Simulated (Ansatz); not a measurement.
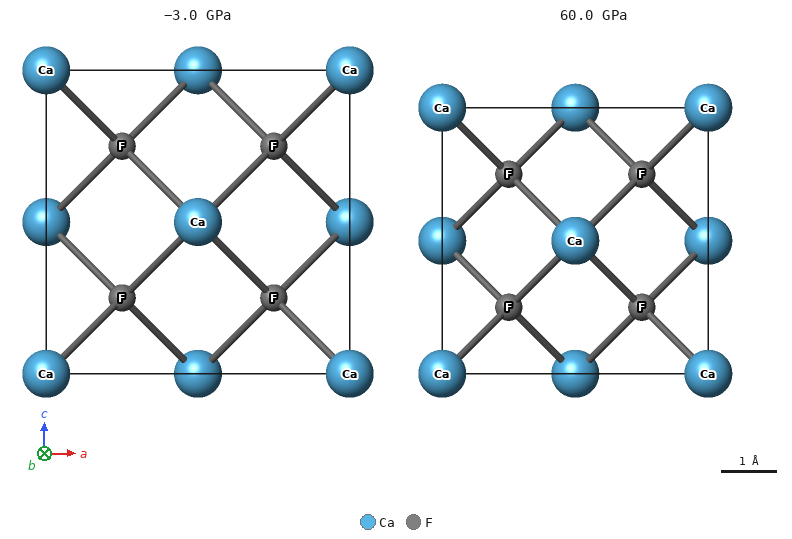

A crystal of CaF2 (set up in Fm-3m), relaxed (cell and atoms) at several target pressures. The picture shows the first and the last member. The picture is a ball-and-stick view of the conventional cell (4 times the calculation's cell), seen along the b axis. Lengths and directions refer to the drawn axes.

Computed with Ansatz 0.2.0: DFT PBE, scalar-relativistic, plane waves, PAW. Set-up: plane-wave cutoff 420 eV; k-point mesh 8 × 8 × 8; occupations gaussian; smearing width 0.02 eV; no spin polarisation; cell and atoms relaxed; force threshold 0.008 eV/Å.

| pressure (GPa) | volume (Å³/atom) | a (Å) | band gap (eV) |
| --- | --- | --- | --- |
| −3.0 | 14.552 | 5.589 | 6.90 |
| 0.0 | 13.954 | 5.512 | 7.14 |
| 3.0 | 13.459 | 5.446 | 7.35 |
| 8.0 | 12.802 | 5.356 | 7.66 |
| 15.0 | ? | ? | ? |
| 30.0 | 11.076 | 5.103 | 8.61 |
| 60.0 | 9.810 | 4.901 | 8.98 |

**Estimate the missing row from the others, and compare with the calculation.**

Murnaghan's form V = V₀(1 + B′P/B₀)^(−1/B′), with V₀ = 13.954 Å³ from the row at zero pressure, fits the other rows with B₀ = 78.4 GPa and B′ = 3.98 (largest miss 0.017 Å³). At 15.0 GPa it gives 13.954 × (1 + 3.98 × 15.0/78.4)^(−1/3.98) = 12.104 Å³ per atom. The calculation gives 12.107 Å³/atom (a = 5.257 Å). The estimate is 0.003 Å³/atom too low. For the gap a parabola through the rows 0.0, 3.0, 8.0 gives 8.01 eV, and the calculation 8.02 eV (semilocal gaps, lower than measured ones as a rule). From the first member to the last: Ca–Ca 3.952 → 3.466 Å, Ca–F 2.420 → 2.122 Å.

The whole series:

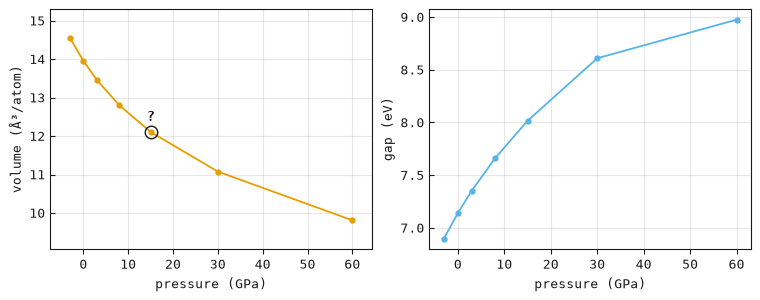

Each member starts from this one structure; whether another phase lies lower wasn't checked.
